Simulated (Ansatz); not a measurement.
## Geometry relaxation of CuO₂ (part 2 of 2)

Continued. System: CuO₂ (Cmcm, 6 atoms in the cell). Method: DFT r2SCAN, scalar-relativistic, plane waves, PAW (Ansatz 0.2.0); cutoff 500 eV, 14×14×8 k-mesh, Gaussian smearing of 0.1 eV, collinear spins. The structure derives from a Materials Project entry. The run did not end well. It belongs to a series of runs on one base structure; here: dispersion relaxed: r2SCAN, none.

Geometry of the input (Å; fractional positions):
```
1.4126  -5.2107  0.0000
1.4126  5.2107  0.0000
0.0000  0.0000  4.3434
Cu 0.8327  0.1673  0.2500
Cu 0.1673  0.8327  0.7500
O  0.4485  0.5515  0.2500
O  0.5515  0.4485  0.7500
O  0.2110  0.7890  0.2500
O  0.7890  0.2110  0.7500
```

**What the program printed, continued**
```
Crystal: 6 atoms, lattice volume = 61.684 Å³
Basis set: ecut = 500 eV, 1581 PW (Γ), exchange–correlation on 160×160×128 points (64 copies of the dense FFT grid, shifted against one another)
Initial density: handed on by an earlier stage of this run
Starting moments: Σ|m| = 0.76 μB on 2 of 6 sites; this step starts from the density that it was given
Initial wavefunctions: those handed on with the density
iter 1 solved again at ethr=5.68e-5 eV; its pass at ethr=3.10e-3 eV (dr2=3.52e-2 eV) is discarded
SCF iter   1: F=—  HF=-15527.039462 eV  |F-HF|=—  |Δ(HF+E_count)|=         —  Δρ=8.69e-3 (↑6.44e-3 ↓8.69e-3)  dr2=3.53e-2  dr2_τ=8.37e-2  dr2_m=1.32e-2  M=2.001 μB ∫|m|=2.161 μB  β_m=1.20  ethr=5.68e-5  ⟨swp⟩=1.0  Hψ=94793  notcnv=0
preconditioner: auto → Kerker (q_TF=auto, 2.731 Å⁻¹)  [metal: Δε(μ)=0.007 eV  Ē_g=13.040 eV  σ=0.100 eV  W_gap=0.04  n_scr=14 (ndim 8)  ℏωp=32.1 eV  f_vac=0.100  D(μ)=1.77/eV (n_scr^D=8)]
spin=Collinear: Kerker preconditioning applied to the charge; magnetization (m = ρ↑ − ρ↓) channel mixes plain (no charge-response kernel on spin).
SCF iter   2: F=—  HF=-15527.096543 eV  |F-HF|=—  |Δ(HF+E_count)|=   5.71e-2  Δρ=3.50e-3 (↑3.23e-3 ↓3.50e-3)  dr2=5.08e-3  dr2_τ=2.97e-4  dr2_m=8.30e-4  M=2.003 μB ∫|m|=2.162 μB  β_m=1.20  ethr=5.68e-5  ⟨swp⟩=2.0  Hψ=43323  notcnv=0  κ⁻¹=1.0e0(r=1)
SCF iter   3: F=—  HF=-15527.098379 eV  |F-HF|=—  |Δ(HF+E_count)|=   1.84e-3  Δρ=2.49e-3 (↑2.31e-3 ↓2.49e-3)  dr2=3.33e-3  dr2_τ=1.13e-4  dr2_m=5.20e-5  M=2.003 μB ∫|m|=2.164 μB  β_m=1.20  ethr=8.19e-6  ⟨swp⟩=2.4  Hψ=37631  notcnv=0  κ⁻¹=1.7e-2(r=2)
SCF iter   4: F=—  HF=-15527.099531 eV  |F-HF|=—  |Δ(HF+E_count)|=   1.15e-3  Δρ=1.69e-3 (↑1.65e-3 ↓1.69e-3)  dr2=1.34e-3  dr2_τ=6.26e-5  dr2_m=5.67e-6  M=2.003 μB ∫|m|=2.163 μB  β_m=1.20  ethr=5.37e-6  ⟨swp⟩=1.0  Hψ=21660  notcnv=0  κ⁻¹=4.9e-3(r=3)
SCF iter   5: F=—  HF=-15527.100769 eV  |F-HF|=—  |Δ(HF+E_count)|=   1.24e-3  Δρ=6.12e-4 (↑5.72e-4 ↓6.12e-4)  dr2=3.11e-4  dr2_τ=7.42e-6  dr2_m=3.46e-6  M=2.003 μB ∫|m|=2.163 μB  β_m=1.20  ethr=2.15e-6  ⟨swp⟩=2.8  Hψ=42616  notcnv=0  κ⁻¹=5.1e-4(r=4)
SCF iter   6: F=—  HF=-15527.100984 eV  |F-HF|=—  |Δ(HF+E_count)|=   2.15e-4  Δρ=3.28e-4 (↑2.33e-4 ↓3.28e-4)  dr2=1.62e-4  dr2_τ=1.09e-6  dr2_m=2.65e-6  M=2.003 μB ∫|m|=2.163 μB  β_m=1.20  ethr=5.02e-7  ⟨swp⟩=2.6  Hψ=39555  notcnv=0  κ⁻¹=1.3e-4(r=5)
SCF iter   7: F=—  HF=-15527.100983 eV  |F-HF|=—  |Δ(HF+E_count)|=   8.31e-7  Δρ=2.01e-4 (↑1.43e-4 ↓2.01e-4)  dr2=7.18e-5  dr2_τ=4.13e-7  dr2_m=9.36e-7  M=2.003 μB ∫|m|=2.163 μB  β_m=1.20  ethr=2.61e-7  ⟨swp⟩=1.0  Hψ=21660  notcnv=0  κ⁻¹=5.9e-5(r=6)
SCF iter   8: F=—  HF=-15527.100973 eV  |F-HF|=—  |Δ(HF+E_count)|=   1.04e-5  Δρ=7.45e-5 (↑7.45e-5 ↓7.19e-5)  dr2=1.31e-5  dr2_τ=9.72e-8  dr2_m=4.45e-8  M=2.003 μB ∫|m|=2.163 μB  β_m=1.20  ethr=1.16e-7  ⟨swp⟩=1.0  Hψ=21660  notcnv=0  κ⁻¹=9.0e-6(r=7)
SCF iter   9: F=—  HF=-15527.100974 eV  |F-HF|=—  |Δ(HF+E_count)|=   1.47e-6  Δρ=8.64e-5 (↑5.87e-5 ↓8.64e-5)  dr2=7.19e-6  dr2_τ=5.97e-8  dr2_m=2.15e-7  M=2.003 μB ∫|m|=2.163 μB  β_m=1.20  ethr=2.11e-8  ⟨swp⟩=2.0  Hψ=33534  notcnv=0  κ⁻¹=6.5e-6(r=8)
SCF iter  10: F=—  HF=-15527.100978 eV  |F-HF|=—  |Δ(HF+E_count)|=   3.51e-6  Δρ=5.72e-5 (↑3.73e-5 ↓5.72e-5)  dr2=3.09e-6  dr2_τ=1.79e-8  dr2_m=8.01e-8  M=2.003 μB ∫|m|=2.163 μB  β_m=1.20  ethr=1.16e-8  ⟨swp⟩=2.0  Hψ=32452  notcnv=0  κ⁻¹=3.4e-5(r=8)
SCF iter  11: F=—  HF=-15527.100978 eV  |F-HF|=—  |Δ(HF+E_count)|=   3.11e-7  Δρ=2.68e-5 (↑1.95e-5 ↓2.68e-5)  dr2=9.31e-7  dr2_τ=7.08e-9  dr2_m=1.96e-8  M=2.003 μB ∫|m|=2.163 μB  β_m=1.20  ethr=4.98e-9  ⟨swp⟩=1.5  Hψ=27802  notcnv=0  κ⁻¹=8.5e-5(r=8)
SCF iter  12: F=-15527.100978 eV  HF=-15527.100978 eV  |F-HF|=1.36e-7  |Δ(HF+E_count)|=   3.15e-7  Δρ=1.81e-5 (↑1.39e-5 ↓1.81e-5)  dr2=3.14e-7  dr2_τ=1.74e-9  dr2_m=5.57e-9  M=2.003 μB ∫|m|=2.163 μB  ethr=9.68e-10  ⟨swp⟩=3.8  Hψ=69667  notcnv=0
SCF 2 converged in 12 iterations: F = -15527.100978 eV  dr2 = 3.14e-7
relax step   2: F+E_penalty+E_count = -15527.10097791 eV  Δ(F+E_penalty+E_count) = -6.781e-2 eV  max|allowed force component| = 4.709e-1 eV/Å  Δτ_max = 0.0483 Å  P = -3.907 GPa  Ω = 61.684 Å³  energy of the carried Pulay correction = +1.809e-3 eV  (12 SCF iters, dr2 threshold 6.00e-7 eV, accepted)
Crystal: 6 atoms, lattice volume = 60.770 Å³
Basis set: ecut = 500 eV, 1549 PW (Γ), exchange–correlation on 160×160×128 points (64 copies of the dense FFT grid, shifted against one another)
iter 1 solved again at ethr=9.80e-5 eV; its pass at ethr=3.10e-3 eV (dr2=6.07e-2 eV) is discarded
SCF iter   1: F=—  HF=-15527.117880 eV  |F-HF|=—  |Δ(HF+E_count)|=         —  Δρ=7.57e-3 (↑4.80e-3 ↓7.57e-3)  dr2=6.08e-2  dr2_τ=1.77e-2  dr2_m=3.04e-3  M=1.999 μB ∫|m|=2.155 μB  β_m=1.20  ethr=9.80e-5  ⟨swp⟩=1.0  Hψ=97225  notcnv=0
preconditioner: auto → Kerker (q_TF=auto, 2.737 Å⁻¹)  [metal: Δε(μ)=0.005 eV  Ē_g=13.224 eV  σ=0.100 eV  W_gap=0.03  n_scr=14 (ndim 8)  ℏωp=32.3 eV  f_vac=0.103  D(μ)=1.75/eV (n_scr^D=8)]
spin=Collinear: Kerker preconditioning applied to the charge; magnetization (m = ρ↑ − ρ↓) channel mixes plain (no charge-response kernel on spin).
SCF iter   2: F=—  HF=-15527.135719 eV  |F-HF|=—  |Δ(HF+E_count)|=   1.78e-2  Δρ=2.66e-3 (↑1.37e-3 ↓2.66e-3)  dr2=2.74e-3  dr2_τ=1.87e-4  dr2_m=1.02e-3  M=2.000 μB ∫|m|=2.154 μB  β_m=1.20  ethr=9.80e-5  ⟨swp⟩=2.6  Hψ=39138  notcnv=0  κ⁻¹=1.0e0(r=1)
SCF iter   3: F=—  HF=-15527.135390 eV  |F-HF|=—  |Δ(HF+E_count)|=   3.29e-4  Δρ=1.37e-3 (↑1.07e-3 ↓1.37e-3)  dr2=2.25e-3  dr2_τ=2.45e-5  dr2_m=6.65e-5  M=2.000 μB ∫|m|=2.156 μB  β_m=1.20  ethr=4.42e-6  ⟨swp⟩=2.0  Hψ=39448  notcnv=0  κ⁻¹=1.9e-2(r=2)
SCF iter   4: F=—  HF=-15527.135383 eV  |F-HF|=—  |Δ(HF+E_count)|=   6.35e-6  Δρ=6.99e-4 (↑6.60e-4 ↓6.99e-4)  dr2=5.50e-4  dr2_τ=9.49e-6  dr2_m=1.83e-6  M=2.000 μB ∫|m|=2.156 μB  β_m=1.20  ethr=3.62e-6  ⟨swp⟩=1.0  Hψ=21660  notcnv=0  κ⁻¹=2.7e-3(r=3)
SCF iter   5: F=—  HF=-15527.135601 eV  |F-HF|=—  |Δ(HF+E_count)|=   2.18e-4  Δρ=3.87e-4 (↑3.43e-4 ↓3.87e-4)  dr2=1.81e-4  dr2_τ=3.05e-6  dr2_m=1.27e-6  M=2.000 μB ∫|m|=2.156 μB  β_m=1.20  ethr=8.86e-7  ⟨swp⟩=2.0  Hψ=32287  notcnv=0  κ⁻¹=3.0e-4(r=4)
SCF iter   6: F=—  HF=-15527.135671 eV  |F-HF|=—  |Δ(HF+E_count)|=   6.99e-5  Δρ=3.17e-4 (↑2.49e-4 ↓3.17e-4)  dr2=1.39e-4  dr2_τ=1.45e-6  dr2_m=1.43e-6  M=2.000 μB ∫|m|=2.156 μB  β_m=1.20  ethr=2.91e-7  ⟨swp⟩=1.0  Hψ=21660  notcnv=0  κ⁻¹=6.4e-5(r=5)
SCF iter   7: F=—  HF=-15527.135699 eV  |F-HF|=—  |Δ(HF+E_count)|=   2.87e-5  Δρ=1.63e-4 (↑1.15e-4 ↓1.63e-4)  dr2=4.07e-5  dr2_τ=2.63e-7  dr2_m=6.21e-7  M=2.000 μB ∫|m|=2.156 μB  β_m=1.20  ethr=2.24e-7  ⟨swp⟩=2.3  Hψ=34555  notcnv=0  κ⁻¹=9.9e-6(r=6)
SCF iter   8: F=—  HF=-15527.135693 eV  |F-HF|=—  |Δ(HF+E_count)|=   6.16e-6  Δρ=7.40e-5 (↑6.46e-5 ↓7.40e-5)  dr2=1.01e-5  dr2_τ=1.06e-7  dr2_m=6.02e-8  M=2.000 μB ∫|m|=2.156 μB  β_m=1.20  ethr=6.56e-8  ⟨swp⟩=1.0  Hψ=21660  notcnv=0  κ⁻¹=9.1e-6(r=7)
SCF iter   9: F=—  HF=-15527.135694 eV  |F-HF|=—  |Δ(HF+E_count)|=   1.03e-6  Δρ=5.49e-5 (↑3.87e-5 ↓5.49e-5)  dr2=2.60e-6  dr2_τ=3.48e-8  dr2_m=9.44e-8  M=2.000 μB ∫|m|=2.155 μB  β_m=1.20  ethr=1.64e-8  ⟨swp⟩=2.0  Hψ=32821  notcnv=0  κ⁻¹=2.2e-6(r=8)
SCF iter  10: F=—  HF=-15527.135697 eV  |F-HF|=—  |Δ(HF+E_count)|=   2.79e-6  Δρ=5.93e-5 (↑3.74e-5 ↓5.93e-5)  dr2=3.32e-6  dr2_τ=1.57e-8  dr2_m=8.37e-8  M=2.000 μB ∫|m|=2.155 μB  β_m=1.20  ethr=4.20e-9  ⟨swp⟩=2.0  Hψ=34040  notcnv=0  κ⁻¹=1.2e-5(r=8)
SCF iter  11: F=—  HF=-15527.135698 eV  |F-HF|=—  |Δ(HF+E_count)|=   9.12e-7  Δρ=3.01e-5 (↑1.97e-5 ↓3.01e-5)  dr2=1.18e-6  dr2_τ=5.42e-9  dr2_m=1.98e-8  M=2.000 μB ∫|m|=2.155 μB  β_m=1.20  ethr=4.20e-9  ⟨swp⟩=2.0  Hψ=35552  notcnv=0  κ⁻¹=5.3e-5(r=8)
SCF iter  12: F=-15527.135698 eV  HF=-15527.135698 eV  |F-HF|=1.12e-7  |Δ(HF+E_count)|=   2.75e-7  Δρ=1.34e-5 (↑1.08e-5 ↓1.34e-5)  dr2=1.56e-7  dr2_τ=1.04e-9  dr2_m=2.22e-9  M=2.000 μB ∫|m|=2.155 μB  ethr=9.68e-10  ⟨swp⟩=3.3  Hψ=61762  notcnv=0
the search or the solves at the SCF's close seem to have found levels that the self-consistency loop had missed (the run counts 1). By its estimate they hold under 1e-12 electrons; where the run keeps them, the occupations were computed again with them
SCF 3 converged in 12 iterations: F = -15527.135698 eV  dr2 = 1.56e-7
relax step   3: F+E_penalty+E_count = -15527.13569779 eV  Δ(F+E_penalty+E_count) = -3.472e-2 eV  max|allowed force component| = 6.314e-2 eV/Å  Δτ_max = 0.0232 Å  P = +0.559 GPa  Ω = 60.770 Å³  energy of the carried Pulay correction = +2.560e-3 eV  (12 SCF iters, dr2 threshold 6.00e-7 eV, accepted)
```

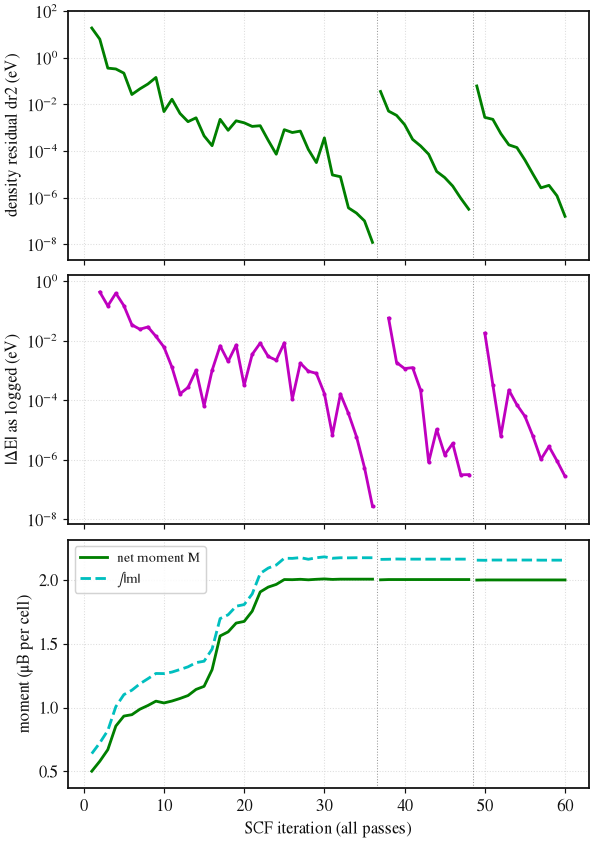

Figure 1. Convergence of the self-consistent field: density residual dr2, size of the energy change and magnetic moment against the SCF iteration. The dotted lines part the SCF passes of the relaxation: geometry steps, rejected trials and re-solves on a re-selected basis. The passes take 36, 12 and 12 iterations. The net moment goes from 0.5 to 2.0 μB per cell.

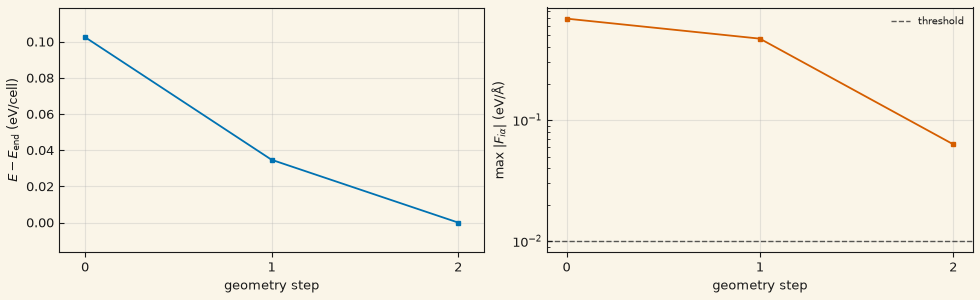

Figure 2. Progress of the relaxation, step by step (the first geometry is step 0 here and step 1 in the log).

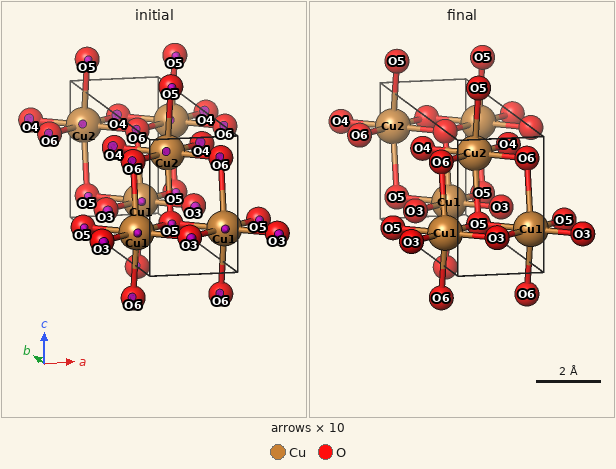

Figure 3. Before (left) and after (right) the relaxation, at one scale (ball-and-stick view of the cell 2 times as large as that of the calculation, set on its symmetry axes, with bonded neighbours outside it, seen slightly off an axis). The pink arrows give the displacements (without the part carried along by the change of the cell), magnified 10 times. The run was cut off at its time limit before the relaxation converged, so the last structure is only a point on the way. The largest moves relative to the cell, 0.050 Å, are those of O3 and O4. By element the largest moves are O 0.050 Å, Cu 0.035 Å. The volume changes by −5.0 %, with a 2.825 → 2.761 Å (−2.3 %), b 10.421 → 10.183 Å (−2.3 %), c 4.343 → 4.324 Å (−0.5 %). Among the contacts that change: Cu1–O5 1.899 → 1.855 Å, Cu1–O3 1.858 → 1.825 Å. Among the angles that change: O5–Cu2–O5 156.3° → 153.1°, Cu2–O5–Cu2 156.3° → 153.1°. The space group stays Cmcm (No. 63). After 2 geometry steps the energy has fallen by 0.103 eV per cell of the calculation. Largest force component: 0.69 eV/Å at the start, 0.063 eV/Å at the end. Pressure: −7.55 GPa at the start and 0.56 GPa at the end. (Atoms are counted from 1 in the order of the input.)

```
Crystal: 6 atoms, lattice volume = 61.245 Å³
Basis set: ecut = 500 eV, 1565 PW (Γ), exchange–correlation on 160×160×128 points (64 copies of the dense FFT grid, shifted against one another)
```

**Trajectory as extended XYZ (Å, eV, eV/Å), 3 frames, from step=1 to step=3**
```
6
Lattice="1.4126 -5.2107 0.0000 1.4126 5.2107 0.0000 0.0000 0.0000 4.3434" Properties=species:S:1:pos:R:3:forces:R:3 step=1 energy=-15527.03317 pressure_GPa=-7.55
Cu    1.4126   -3.4677    1.0859    0.0000   0.0038   0.0000
Cu    1.4126    3.4677    3.2576    0.0000  -0.0038   0.0000
O     1.4126    0.5366    1.0859    0.0000   0.4608   0.0000
O     1.4126   -0.5366    3.2576    0.0000  -0.4608   0.0000
O     1.4126    3.0115    1.0859    0.0000  -0.6892   0.0000
O     1.4126   -3.0115    3.2576    0.0000   0.6892   0.0000
6
Lattice="1.3980 -5.1133 0.0000 1.3980 5.1133 0.0000 0.0000 0.0000 4.3147" Properties=species:S:1:pos:R:3:forces:R:3 step=2 energy=-15527.10098 pressure_GPa=-3.91
Cu    1.3980   -3.4314    1.0787    0.0000   0.0545   0.0000
Cu    1.3980    3.4314    3.2360    0.0000  -0.0545   0.0000
O     1.3980    0.4791    1.0787    0.0000   0.3427   0.0000
O     1.3980   -0.4791    3.2360    0.0000  -0.3427   0.0000
O     1.3980    2.9425    1.0787    0.0000  -0.4709   0.0000
O     1.3980   -2.9425    3.2360    0.0000   0.4709   0.0000
6
Lattice="1.3803 -5.0915 0.0000 1.3803 5.0915 0.0000 0.0000 0.0000 4.3236" Properties=species:S:1:pos:R:3:forces:R:3 step=3 energy=-15527.13570 pressure_GPa=0.56
Cu    1.3803   -3.4238    1.0809    0.0000  -0.0447   0.0000
Cu    1.3803    3.4238    3.2427    0.0000   0.0447   0.0000
O     1.3803    0.4744    1.0809    0.0000   0.0432   0.0000
O     1.3803   -0.4744    3.2427    0.0000  -0.0432   0.0000
O     1.3803    2.9073    1.0809    0.0000  -0.0631   0.0000
O     1.3803   -2.9073    3.2427    0.0000   0.0631   0.0000
```

**What the run reported**

```tsv
quantity	value
outcome	stopped at the time limit
space group (tolerance 0.01 Å)	Cmcm (63)
final cell	a = 5.275 Å, b = 5.275 Å, c = 4.324 Å, α = 90.00°, β = 90.00°, γ = 149.66°
wall time	25 min
peak memory	1.5 GiB
```

**What went wrong**

The run was cut off by its time limit, so the output is incomplete. The electronic state found may not be the lowest one.
